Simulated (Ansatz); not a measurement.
# HfC: equation of state

How stiff is HfC, and at what volume does the pressure vanish? The cell is scaled evenly, atoms carried along, and solved with LAPW, PAW and all-electron datasets made for the crystal.

Method: DFT PBE, scalar-relativistic, in Ansatz 0.2.0.

1 further run of the same task is left out (set aside as unsound or not needed).

## 1. The structure to begin with

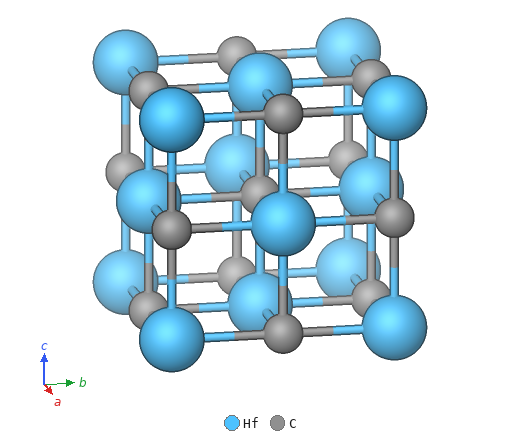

Start, viewed slightly off an axis; hafnium blue, carbon grey. Atoms on the faces are drawn again on the opposite ones. The cell drawn here is the conventional one.

Coordinates:

```cif
data_structure
_symmetry_space_group_name_H-M 'P 1'
_symmetry_Int_Tables_number 1
_cell_length_a 3.2891
_cell_length_b 3.2891
_cell_length_c 3.2891
_cell_angle_alpha 60.000
_cell_angle_beta 60.000
_cell_angle_gamma 60.000
_cell_volume 25.16
loop_
_atom_site_label
_atom_site_type_symbol
_atom_site_fract_x
_atom_site_fract_y
_atom_site_fract_z
_atom_site_occupancy
Hf1 Hf 0.00000 0.00000 0.00000 1
C1 C 0.50000 0.50000 0.50000 1
```

The cell was relaxed by PAW from a hypothetical start (rocksalt type); it needn't be the stable phase of this composition.

Atoms are numbered in the order of the input: Hf1, C2.

## 2. Volume × 0.9405, LAPW

The input, input.yaml:

```yaml
crystal:
  lattice:
    - [0.0, 2.2786553605, 2.2786553605]
    - [2.2786553605, 0.0, 2.2786553605]
    - [2.2786553605, 2.2786553605, 0.0]
  atoms:
    - { symbol: Hf, position: [0.0, 0.0, 0.0] }
    - { symbol: C, position: [0.5, 0.5, 0.5] }
kpoints:
  mp_grid: { grid: [16, 16, 16] }
scf:
  occupations: { method: fermi_dirac, width: 0.05 }
hamiltonian:
  xc: pbe
  pseudopotentials: { kind: all_electron, lapw: { basis_error: 0.001 } }
output:
  forces: true
  stress: true
  eigenvalues: true
```

The program printed, cut to the lines that bear on the results:

```text
LAPW: plane waves up to 9.114 Å⁻¹, error target 1.0e-3 eV per atom; small_component_spin mean_spin; C in spheres of 0.934 Å, 6 of its electrons in bands, Dirac shells []; Hf in spheres of 1.345 Å, 42 of its electrons in bands, Dirac shells []
[...]
Pseudopotentials: kind: all_electron
Pseudopotential: Hf, LAPW, valence charge 42, Koelling and Harmon's equation, gaussian nucleus
Pseudopotential: C, LAPW, valence charge 6, Koelling and Harmon's equation, gaussian nucleus
Functional definition: PBE
[...]
Crystal: 2 atoms, lattice volume = 23.663 Å³
Basis set: ecut = 316.4590815720873 eV, 307 PW (Γ), exchange–correlation at level 2
Bands: 29, of which v1, the nominal top of the filled ones, is band 24 counted from 1 (23 counted from 0)
Symmetry: 48 space group operations
Space group: Fm-3m (ITA 225), of the structure as read, at distance tolerance 2.9e-5 Å
k-points: 145 of 4096
[...]
SCF iter   1: F=—  HF=-411290.855369 eV  |F-HF|=—  |Δ(HF+E_count)|=         —  Δρ=1.35e-1  dr2=5.82e0  ethr=1.21e-2  ⟨swp⟩=2.0  Hψ=25174  notcnv=0
[...]
the basis was enlarged: its passes take 332.7 KiB over the memory plan, 1 of 1 planned eigensolver slots
[...]
SCF iter  10: F=-411288.872636 eV  HF=-411288.872636 eV  |F-HF|=1.27e-8  |Δ(HF+E_count)|=   4.72e-8  Δρ=1.16e-5  dr2=3.01e-8  ethr=1.19e-9  ⟨swp⟩=2.8  Hψ=12769  notcnv=0
[...]
SCF converged after 10 iterations
Free energy (F): -411288.872636 eV
[...]
E sigma→0 (E₀):  -411288.871103 eV
Entropy (-TS):   -0.003066 eV (-1.533 meV/atom)
Fermi energy:    21.854427 eV
[...]
--- Forces (eV/Å), atoms counted from 1 ---
  atom   1  Hf     0.00000000    -0.00000000     0.00000000
  atom   2  C      0.00000000    -0.00000000     0.00000000
[...]
--- Stress (GPa, compression-positive) ---
       16.228825      -0.000000       0.000000
       -0.000000      16.228825       0.000000
        0.000000       0.000000      16.228825
  P = ⅓ Tr σ = 16.2288 GPa (162.288 kbar)
--- Band table (eV; the first three rows and the last of 145) ---
[...]
```

Wall time 27 s (1 thread, shared host).

Read from it: pressure 16.23 GPa; no gap.

## 3. Volume × 0.9405, PAW

Edit input.yaml of step 2 so:

```diff
@@ -14,3 +14,3 @@
   xc: pbe
-  pseudopotentials: { kind: all_electron, lapw: { basis_error: 0.001 } }
+  pseudopotentials: { kind: paw }
 output:
@@ -19 +19,2 @@
   eigenvalues: true
+  efg: { contact_densities: true }
```

The program printed, cut to the lines that bear on the results:

```text
Hf: output.efg is read without spin–orbit coupling, which moves field gradients at and beside such atoms by some per cent and up to a factor of two; PAW files take it under magnetization.noncollinear and magnetization.spin_orbit
[...]
Pseudopotentials: kind: paw
Pseudopotential: Hf, paw, valence charge 26, recommended cutoff 420 eV (normal)
Pseudopotential: C, paw, valence charge 4, recommended cutoff 420 eV (normal)
Functional definition: PBE
[...]
Crystal: 2 atoms, lattice volume = 23.663 Å³
Basis set: ecut = 420 eV, 459 PW (Γ), exchange–correlation on 48×48×48 points (8 copies of the dense FFT grid, shifted against one another)
Bands: 19, of which v1, the nominal top of the filled ones, is band 15 counted from 1 (14 counted from 0)
Symmetry: 48 space group operations
Space group: Fm-3m (ITA 225), of the structure as read, at distance tolerance 2.9e-5 Å
k-points: 145 of 4096
[...]
  atom   1  Hf     0.00000000    -0.00000000    -0.00000000
  atom   2  C      0.00000000    -0.00000000    -0.00000000
[...]
--- Stress (GPa, compression-positive) ---
       16.172329       0.000000      -0.000000
        0.000000      16.172329      -0.000000
       -0.000000      -0.000000      16.172329
  P = ⅓ Tr σ = 16.1723 GPa (161.723 kbar)
--- PAW observables at the nuclei: V_zz in 10²¹ V/m², potentials from the cell's mean, atoms counted from 1 ---
  atom   1  Hf V_zz =    +0.000000   η = 0.0000   by run symmetry: forbidden
            electrostatic potential = -14186.305626 V   contact ρ = 7528581.127286 e/Å³
  atom   2  C  V_zz =    +0.000000   η = 0.0000   by run symmetry: forbidden
            electrostatic potential = -429.150613 V   contact ρ = 869.209215 e/Å³
--- Band table (eV; the first three rows and the last of 145) ---
  k-point 0: bands = ["-39.4050", "-7.8436", "-7.8436", "-7.8436", "8.8443", "10.6469", "10.6477", "10.6477", "10.6477", "10.7525", "10.7525", "10.7525", "22.5725", "22.5725", "22.5725", "22.8488", "22.8488", "22.8488", "25.0201"]
[...]
```

It took 4.5 s on 1 thread, shared host.

This run gives: pressure 16.17 GPa; no gap.

## 4. Volume × 0.9405, crystal datasets

Edit input.yaml of step 3 so:

```diff
@@ -14,3 +14,3 @@
   xc: pbe
-  pseudopotentials: { kind: paw }
+  pseudopotentials: { kind: all_electron, datasets: crystal }
 output:
```

The program printed, cut to the lines that bear on the results:

```text
[...]
Hf: output.efg is read without spin–orbit coupling, which moves field gradients at and beside such atoms by some per cent and up to a factor of two; PAW files take it under magnetization.noncollinear and magnetization.spin_orbit
[...]
Pseudopotentials: kind: all_electron
Pseudopotential: Hf, paw, valence charge 26, recommended cutoff 420 eV (normal), Koelling and Harmon's equation, gaussian nucleus
Pseudopotential: C, paw, valence charge 4, recommended cutoff 420 eV (normal), Koelling and Harmon's equation, gaussian nucleus
Functional definition: PBE
[...]
Crystal: 2 atoms, lattice volume = 23.663 Å³
Basis set: ecut = 420 eV, 459 PW (Γ), exchange–correlation on 48×48×48 points (8 copies of the dense FFT grid, shifted against one another)
Bands: 19, of which v1, the nominal top of the filled ones, is band 15 counted from 1 (14 counted from 0)
Symmetry: 48 space group operations
[...]
  atom   1  Hf    -0.00000000     0.00000000     0.00000000
  atom   2  C      0.00000000    -0.00000000    -0.00000000
[...]
--- Stress (GPa, compression-positive) ---
       16.226822       0.000000      -0.000000
        0.000000      16.226822       0.000000
       -0.000000       0.000000      16.226822
  P = ⅓ Tr σ = 16.2268 GPa (162.268 kbar)
--- PAW observables at the nuclei: V_zz in 10²¹ V/m², potentials from the cell's mean, atoms counted from 1 ---
  atom   1  Hf V_zz =    -0.000000   η = 0.0000   by run symmetry: forbidden
            electrostatic potential = -14186.294433 V   contact ρ = 7525176.330489 e/Å³
  atom   2  C  V_zz =    -0.000000   η = 0.0000   by run symmetry: forbidden
            electrostatic potential = -429.164459 V   contact ρ = 869.358986 e/Å³
--- Band table (eV; the first three rows and the last of 145) ---
  k-point 0: bands = ["-39.0284", "-7.4652", "-7.4652", "-7.4652", "9.2214", "11.0225", "11.0232", "11.0232", "11.0232", "11.1279", "11.1279", "11.1279", "22.9530", "22.9530", "22.9530", "23.2238", "23.2238"]
[...]
```

Wall time 18 s (1 thread, shared host).

This run gives: pressure 16.23 GPa; no gap.

## 5. Volume × 0.98, LAPW

The input, input.yaml:

```yaml
crystal:
  lattice:
    - [0.0, 2.3101192713, 2.3101192713]
    - [2.3101192713, 0.0, 2.3101192713]
    - [2.3101192713, 2.3101192713, 0.0]
  atoms:
    - { symbol: Hf, position: [0.0, 0.0, 0.0] }
    - { symbol: C, position: [0.5, 0.5, 0.5] }
kpoints:
  mp_grid: { grid: [16, 16, 16] }
scf:
  occupations: { method: fermi_dirac, width: 0.05 }
hamiltonian:
  xc: pbe
  pseudopotentials: { kind: all_electron, lapw: { basis_error: 0.001 } }
output:
  forces: true
  stress: true
  eigenvalues: true
```

The program printed, cut to the lines that bear on the results:

```text
LAPW: plane waves up to 8.976 Å⁻¹, error target 1.0e-3 eV per atom; small_component_spin mean_spin; C in spheres of 0.949 Å, 6 of its electrons in bands, Dirac shells []; Hf in spheres of 1.361 Å, 42 of its electrons in bands, Dirac shells []
[...]
Pseudopotentials: kind: all_electron
Pseudopotential: Hf, LAPW, valence charge 42, Koelling and Harmon's equation, gaussian nucleus
Pseudopotential: C, LAPW, valence charge 6, Koelling and Harmon's equation, gaussian nucleus
Functional definition: PBE
[...]
Crystal: 2 atoms, lattice volume = 24.657 Å³
Basis set: ecut = 306.9780474263535 eV, 307 PW (Γ), exchange–correlation at level 2
Bands: 29, of which v1, the nominal top of the filled ones, is band 24 counted from 1 (23 counted from 0)
Symmetry: 48 space group operations
Space group: Fm-3m (ITA 225), of the structure as read, at distance tolerance 2.9e-5 Å
k-points: 145 of 4096
[...]
SCF iter   1: F=—  HF=-411290.924846 eV  |F-HF|=—  |Δ(HF+E_count)|=         —  Δρ=1.31e-1  dr2=5.90e0  ethr=1.23e-2  ⟨swp⟩=2.0  Hψ=25083  notcnv=0
[...]
the basis was enlarged: its passes take 332.7 KiB over the memory plan, 1 of 1 planned eigensolver slots
[...]
SCF iter  10: F=-411288.937229 eV  HF=-411288.937229 eV  |F-HF|=1.65e-8  |Δ(HF+E_count)|=   2.36e-8  Δρ=1.23e-5  dr2=3.63e-8  ethr=1.39e-9  ⟨swp⟩=2.5  Hψ=12772  notcnv=0
[...]
SCF converged after 10 iterations
Free energy (F): -411288.937229 eV
[...]
E sigma→0 (E₀):  -411288.935702 eV
Entropy (-TS):   -0.003053 eV (-1.526 meV/atom)
Fermi energy:    20.906006 eV
[...]
--- Forces (eV/Å), atoms counted from 1 ---
  atom   1  Hf    -0.00000000     0.00000000    -0.00000000
  atom   2  C      0.00000000    -0.00000000     0.00000000
[...]
--- Stress (GPa, compression-positive) ---
        4.970962       0.000000      -0.000000
        0.000000       4.970962       0.000000
       -0.000000       0.000000       4.970962
  P = ⅓ Tr σ = 4.9710 GPa (49.710 kbar)
--- Band table (eV; the first three rows and the last of 145) ---
[...]
```

It took 25 s on 1 thread, shared host.

In short: pressure 4.97 GPa; no gap.

## 6. Volume × 0.98, PAW

Edit input.yaml of step 5 so:

```diff
@@ -14,3 +14,3 @@
   xc: pbe
-  pseudopotentials: { kind: all_electron, lapw: { basis_error: 0.001 } }
+  pseudopotentials: { kind: paw }
 output:
@@ -19 +19,2 @@
   eigenvalues: true
+  efg: { contact_densities: true }
```

The program printed, cut to the lines that bear on the results:

```text
Hf: output.efg is read without spin–orbit coupling, which moves field gradients at and beside such atoms by some per cent and up to a factor of two; PAW files take it under magnetization.noncollinear and magnetization.spin_orbit
[...]
Pseudopotentials: kind: paw
Pseudopotential: Hf, paw, valence charge 26, recommended cutoff 420 eV (normal)
Pseudopotential: C, paw, valence charge 4, recommended cutoff 420 eV (normal)
Functional definition: PBE
[...]
Crystal: 2 atoms, lattice volume = 24.657 Å³
Basis set: ecut = 420 eV, 531 PW (Γ), exchange–correlation on 48×48×48 points (8 copies of the dense FFT grid, shifted against one another)
Bands: 19, of which v1, the nominal top of the filled ones, is band 15 counted from 1 (14 counted from 0)
Symmetry: 48 space group operations
Space group: Fm-3m (ITA 225), of the structure as read, at distance tolerance 2.9e-5 Å
k-points: 145 of 4096
[...]
  atom   1  Hf    -0.00000000     0.00000000     0.00000000
  atom   2  C      0.00000000    -0.00000000     0.00000000
[...]
--- Stress (GPa, compression-positive) ---
        4.917910       0.000000       0.000000
        0.000000       4.917910       0.000000
        0.000000      -0.000000       4.917910
  P = ⅓ Tr σ = 4.9179 GPa (49.179 kbar)
--- PAW observables at the nuclei: V_zz in 10²¹ V/m², potentials from the cell's mean, atoms counted from 1 ---
  atom   1  Hf V_zz =    -0.000000   η = 0.0000   by run symmetry: forbidden
            electrostatic potential = -14185.157269 V   contact ρ = 7528573.893821 e/Å³
  atom   2  C  V_zz =    +0.000000   η = 0.0000   by run symmetry: forbidden
            electrostatic potential = -428.064957 V   contact ρ = 869.135967 e/Å³
--- Band table (eV; the first three rows and the last of 145) ---
  k-point 0: bands = ["-40.4981", "-8.9485", "-8.9485", "-8.9485", "8.1237", "9.5435", "9.5497", "9.5497", "9.5497", "9.6377", "9.6377", "9.6377", "21.6089", "21.6089", "21.6089", "21.9171", "21.9171", "21.9171", "23.9707"]
[...]
```

It took 4.8 s on 1 thread, shared host.

In short: pressure 4.92 GPa; no gap.

## 7. Volume × 1.02, LAPW

The input, input.yaml:

```yaml
crystal:
  lattice:
    - [0.0, 2.3411312842, 2.3411312842]
    - [2.3411312842, 0.0, 2.3411312842]
    - [2.3411312842, 2.3411312842, 0.0]
  atoms:
    - { symbol: Hf, position: [0.0, 0.0, 0.0] }
    - { symbol: C, position: [0.5, 0.5, 0.5] }
kpoints:
  mp_grid: { grid: [16, 16, 16] }
scf:
  occupations: { method: fermi_dirac, width: 0.05 }
hamiltonian:
  xc: pbe
  pseudopotentials: { kind: all_electron, lapw: { basis_error: 0.001 } }
output:
  forces: true
  stress: true
  eigenvalues: true
```

The program printed, cut to the lines that bear on the results:

```text
LAPW: plane waves up to 8.844 Å⁻¹, error target 1.0e-3 eV per atom; small_component_spin mean_spin; C in spheres of 0.964 Å, 6 of its electrons in bands, Dirac shells []; Hf in spheres of 1.377 Å, 42 of its electrons in bands, Dirac shells []
[...]
Pseudopotentials: kind: all_electron
Pseudopotential: Hf, LAPW, valence charge 42, Koelling and Harmon's equation, gaussian nucleus
Pseudopotential: C, LAPW, valence charge 6, Koelling and Harmon's equation, gaussian nucleus
Functional definition: PBE
[...]
Crystal: 2 atoms, lattice volume = 25.663 Å³
Basis set: ecut = 297.99958906825634 eV, 307 PW (Γ), exchange–correlation at level 2
Bands: 29, of which v1, the nominal top of the filled ones, is band 24 counted from 1 (23 counted from 0)
Symmetry: 48 space group operations
Space group: Fm-3m (ITA 225), of the structure as read, at distance tolerance 2.9e-5 Å
k-points: 145 of 4096
[...]
SCF iter   1: F=—  HF=-411290.935185 eV  |F-HF|=—  |Δ(HF+E_count)|=         —  Δρ=1.28e-1  dr2=5.98e0  ethr=1.25e-2  ⟨swp⟩=2.0  Hψ=25058  notcnv=0
[...]
the basis was enlarged: its passes take 332.7 KiB over the memory plan, 1 of 1 planned eigensolver slots
[...]
SCF iter  10: F=-411288.938043 eV  HF=-411288.938043 eV  |F-HF|=2.62e-8  |Δ(HF+E_count)|=   1.14e-8  Δρ=1.36e-5  dr2=4.93e-8  ethr=1.66e-9  ⟨swp⟩=2.2  Hψ=12771  notcnv=0
[...]
SCF converged after 10 iterations
Free energy (F): -411288.938043 eV
[...]
E sigma→0 (E₀):  -411288.936573 eV
Entropy (-TS):   -0.002941 eV (-1.471 meV/atom)
Fermi energy:    20.018161 eV
[...]
--- Forces (eV/Å), atoms counted from 1 ---
  atom   1  Hf    -0.00000000    -0.00000000    -0.00000000
  atom   2  C      0.00000000    -0.00000000    -0.00000000
[...]
--- Stress (GPa, compression-positive) ---
       -4.397231       0.000000       0.000000
        0.000000      -4.397231       0.000000
        0.000000       0.000000      -4.397231
  P = ⅓ Tr σ = -4.3972 GPa (-43.972 kbar)
--- Band table (eV; the first three rows and the last of 145) ---
[...]
```

Run time: 26 s. Hardware: 1 thread, shared host.

Result: pressure -4.40 GPa; no gap.

## 8. Volume × 1.02, PAW

Edit input.yaml of step 7 so:

```diff
@@ -14,3 +14,3 @@
   xc: pbe
-  pseudopotentials: { kind: all_electron, lapw: { basis_error: 0.001 } }
+  pseudopotentials: { kind: paw }
 output:
@@ -19 +19,2 @@
   eigenvalues: true
+  efg: { contact_densities: true }
```

The program printed, cut to the lines that bear on the results:

```text
Hf: output.efg is read without spin–orbit coupling, which moves field gradients at and beside such atoms by some per cent and up to a factor of two; PAW files take it under magnetization.noncollinear and magnetization.spin_orbit
[...]
Pseudopotentials: kind: paw
Pseudopotential: Hf, paw, valence charge 26, recommended cutoff 420 eV (normal)
Pseudopotential: C, paw, valence charge 4, recommended cutoff 420 eV (normal)
Functional definition: PBE
[...]
Crystal: 2 atoms, lattice volume = 25.663 Å³
Basis set: ecut = 420 eV, 531 PW (Γ), exchange–correlation on 48×48×48 points (8 copies of the dense FFT grid, shifted against one another)
Bands: 19, of which v1, the nominal top of the filled ones, is band 15 counted from 1 (14 counted from 0)
Symmetry: 48 space group operations
Space group: Fm-3m (ITA 225), of the structure as read, at distance tolerance 2.9e-5 Å
k-points: 145 of 4096
[...]
  atom   1  Hf    -0.00000000     0.00000000    -0.00000000
  atom   2  C      0.00000000    -0.00000000     0.00000000
[...]
--- Stress (GPa, compression-positive) ---
       -4.449599      -0.000000      -0.000000
        0.000000      -4.449599      -0.000000
       -0.000000      -0.000000      -4.449599
  P = ⅓ Tr σ = -4.4496 GPa (-44.496 kbar)
--- PAW observables at the nuclei: V_zz in 10²¹ V/m², potentials from the cell's mean, atoms counted from 1 ---
  atom   1  Hf V_zz =    +0.000000   η = 0.0000   by run symmetry: forbidden
            electrostatic potential = -14184.069829 V   contact ρ = 7528567.577891 e/Å³
  atom   2  C  V_zz =    +0.000000   η = 0.0000   by run symmetry: forbidden
            electrostatic potential = -427.042835 V   contact ρ = 869.093310 e/Å³
--- Band table (eV; the first three rows and the last of 145) ---
  k-point 0: bands = ["-41.5344", "-9.9928", "-9.9928", "-9.9928", "7.4549", "8.4985", "8.5092", "8.5092", "8.5092", "8.5829", "8.5829", "8.5829", "20.7073", "20.7073", "20.7073", "21.0376", "21.0376", "21.0376", "22.9811"]
[...]
```

Wall time 4.9 s (1 thread, shared host).

In short: pressure -4.45 GPa; no gap.

## 9. Volume × 1.06, LAPW

The input, input.yaml:

```yaml
crystal:
  lattice:
    - [0.0, 2.371342762, 2.371342762]
    - [2.371342762, 0.0, 2.371342762]
    - [2.371342762, 2.371342762, 0.0]
  atoms:
    - { symbol: Hf, position: [0.0, 0.0, 0.0] }
    - { symbol: C, position: [0.5, 0.5, 0.5] }
kpoints:
  mp_grid: { grid: [16, 16, 16] }
scf:
  occupations: { method: fermi_dirac, width: 0.05 }
hamiltonian:
  xc: pbe
  pseudopotentials: { kind: all_electron, lapw: { basis_error: 0.001 } }
output:
  forces: true
  stress: true
  eigenvalues: true
```

The program printed, cut to the lines that bear on the results:

```text
LAPW: plane waves up to 8.719 Å⁻¹, error target 1.0e-3 eV per atom; small_component_spin mean_spin; C in spheres of 0.979 Å, 6 of its electrons in bands, Dirac shells []; Hf in spheres of 1.392 Å, 42 of its electrons in bands, Dirac shells []
[...]
Pseudopotentials: kind: all_electron
Pseudopotential: Hf, LAPW, valence charge 42, Koelling and Harmon's equation, gaussian nucleus
Pseudopotential: C, LAPW, valence charge 6, Koelling and Harmon's equation, gaussian nucleus
Functional definition: PBE
[...]
Crystal: 2 atoms, lattice volume = 26.669 Å³
Basis set: ecut = 289.61019668338724 eV, 307 PW (Γ), exchange–correlation at level 2
Bands: 29, of which v1, the nominal top of the filled ones, is band 24 counted from 1 (23 counted from 0)
Symmetry: 48 space group operations
Space group: Fm-3m (ITA 225), of the structure as read, at distance tolerance 3.0e-5 Å
k-points: 145 of 4096
[...]
SCF iter   1: F=—  HF=-411290.896221 eV  |F-HF|=—  |Δ(HF+E_count)|=         —  Δρ=1.24e-1  dr2=6.06e0  ethr=1.26e-2  ⟨swp⟩=2.0  Hψ=25030  notcnv=0
[...]
the basis was enlarged: its passes take 332.7 KiB over the memory plan, 1 of 1 planned eigensolver slots
[...]
SCF iter   8: F=-411288.885454 eV  HF=-411288.885454 eV  |F-HF|=2.33e-10  |Δ(HF+E_count)|=   4.85e-7  Δρ=3.88e-6  dr2=2.20e-9  ethr=4.84e-10  ⟨swp⟩=3.0  Hψ=13270  notcnv=0
[...]
SCF converged after 8 iterations
Free energy (F): -411288.885454 eV
[...]
E sigma→0 (E₀):  -411288.884047 eV
Entropy (-TS):   -0.002813 eV (-1.407 meV/atom)
Fermi energy:    19.195524 eV
[...]
--- Forces (eV/Å), atoms counted from 1 ---
  atom   1  Hf    -0.00000000    -0.00000000     0.00000000
  atom   2  C      0.00000000    -0.00000000     0.00000000
[...]
--- Stress (GPa, compression-positive) ---
      -12.087420       0.000000      -0.000000
        0.000000     -12.087420      -0.000000
       -0.000000      -0.000000     -12.087420
  P = ⅓ Tr σ = -12.0874 GPa (-120.874 kbar)
--- Band table (eV; the first three rows and the last of 145) ---
[...]
```

It took 24 s on 1 thread, shared host.

Result: pressure -12.09 GPa; no gap.

(Part 1 of 2 ends here.)
